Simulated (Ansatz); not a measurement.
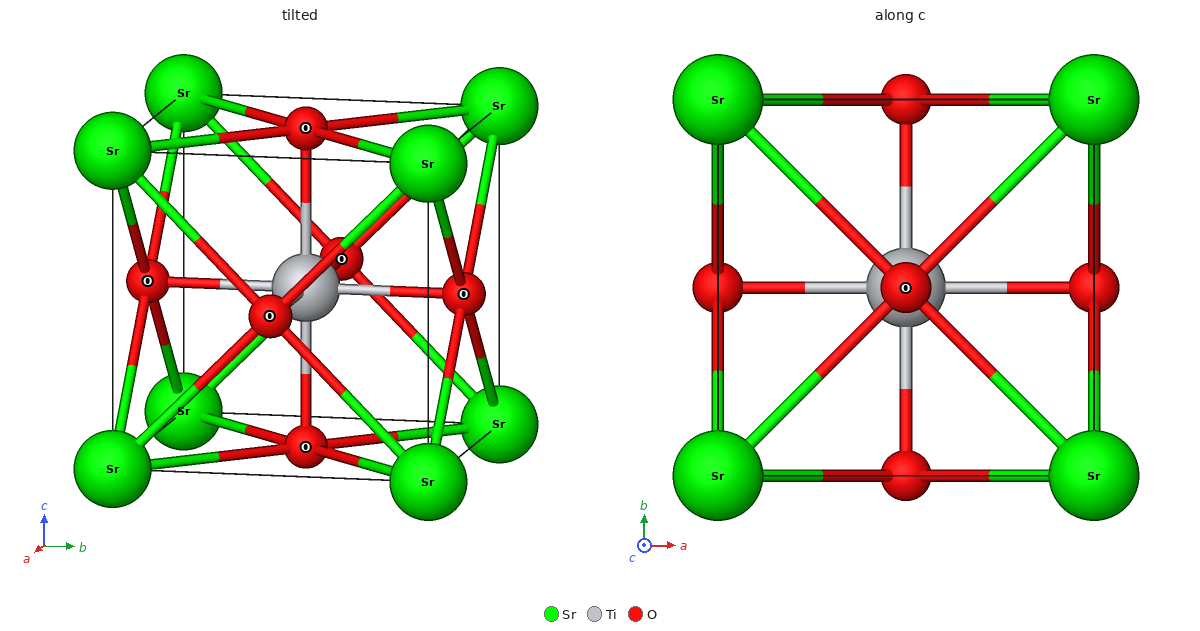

This ball-and-stick model is shown slightly off an axis and along the c axis. The edges of the conventional unit cell are marked.

SrTiO₃, cubic perovskite, space group Pm-3m (No. 221), a = 3.907 Å, b = 3.907 Å, c = 3.907 Å, α = 90.00°, β = 90.00°, γ = 90.00°. Its origin is a structure listed in the Materials Project. Earlier steps of the study may have refined or changed the cell and positions. An electronic-structure calculation with Ansatz was run on it.

This one geometry was computed with Ansatz (DFT, plane waves, PAW) at six levels of theory: LDA, dielectric-dependent PBE0 (fraction 1/eps_inf of PBE), PBE0, HSE06, PBE with spin-orbit coupling and r2SCAN0. It was relaxed beforehand with r2SCAN.

Question: Which level gives the highest pressure at this volume, and what does that say about its equilibrium volume?

Answer: Highest: PBE with spin-orbit coupling (4.1 GPa), which points to the largest equilibrium volume. Lowest, with the smallest volume: LDA (-7.5 GPa). Levels within 0.5 GPa of each other can't be told apart.

Question: How does the band gap change with the level of theory?

Answer: LDA: a gap of 1.78 eV, indirect; PBE with spin-orbit coupling: a gap of 1.87 eV, indirect; dielectric-dependent PBE0 (fraction 1/eps_inf of PBE): a gap of 3.24 eV, indirect; HSE06: a gap of 3.32 eV, indirect; PBE0: a gap of 4.07 eV, indirect; r2SCAN0: a gap of 4.38 eV, indirect.

Question: Collect the results in a table.

Answer:
| level | cutoff (eV) | k-mesh of the run's cell | gap (eV) | pressure (GPa) |
| --- | --- | --- | --- | --- |
| LDA | 420 | 6×6×6 | 1.78 | -7.5 |
| dielectric-dependent PBE0 (fraction 1/eps_inf of PBE) | 420 | 4×4×4 | 3.24 | 0.2 |
| PBE0 | 420 | 4×4×4 | 4.07 | -1.9 |
| HSE06 | 420 | 4×4×4 | 3.32 | -1.7 |
| PBE with spin-orbit coupling | 420 | 6×6×6 | 1.87 | 4.1 |
| r2SCAN0 | 500 | 4×4×4 | 4.38 | -4.0 |

Gaps are taken on the k-mesh or band path of each run.
